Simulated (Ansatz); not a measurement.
Here is a crystal structure:

```xyz
6
Lattice="4.4500 0.0000 0.0000 -2.2250 3.8538 0.0000 0.0000 0.0000 14.1384" Properties=species:S:1:pos:R:3 pbc="T T T"
Al    0.0000    2.5692   12.1981
Al    0.0000    0.0000   11.3659
Al    0.0000    0.0000    2.7725
Al    2.2250    1.2846    1.9403
Al    2.2250    1.2846    7.4853
Al    0.0000    2.5692    6.6531
```

What would you see if this were drawn?

The element is aluminium. The structure has R-3m (No. 166) symmetry and a rhombohedral (trigonal R) lattice. The cell holds six atoms. Al is coordinated by three Al in a trigonal pyramidal arrangement at 2.70 Å. The bonds build Al layers parallel to (001).

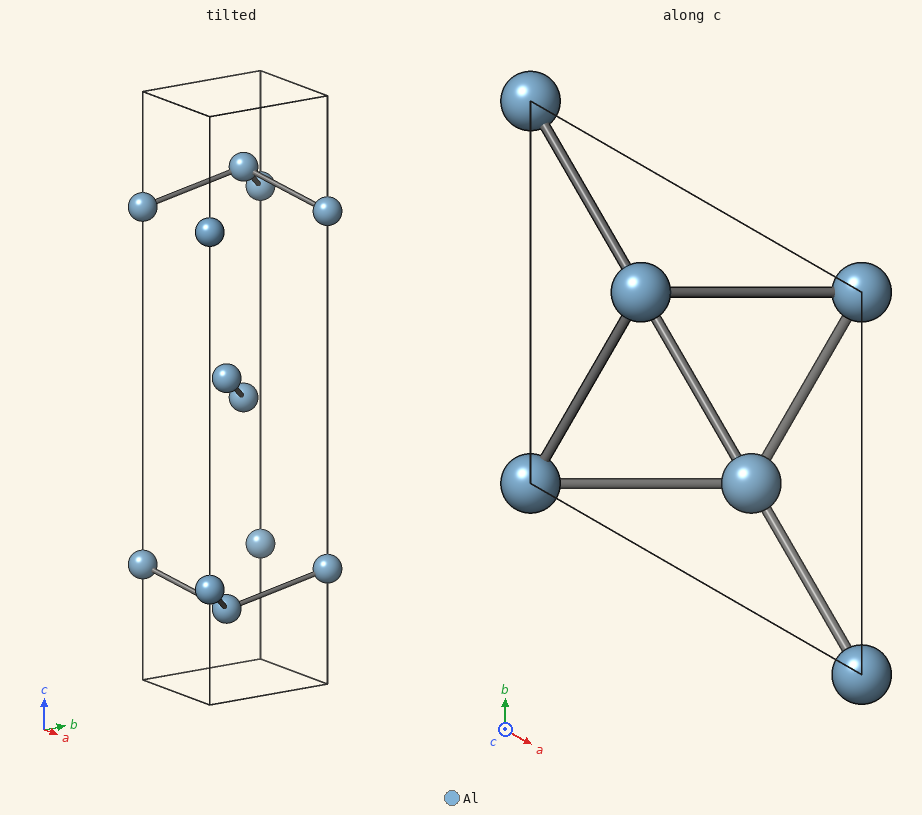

The image is a ball-and-stick drawing of a crystal, viewed slightly off an axis and along the c axis. The conventional unit cell is outlined; an atom on or near a face, edge or corner is repeated at each equivalent position. Colours: aluminium light blue.

Starting structure: a structure listed in the Materials Project. Earlier steps of the study may have refined or changed the cell and positions. It was run through Ansatz as a DFT input.
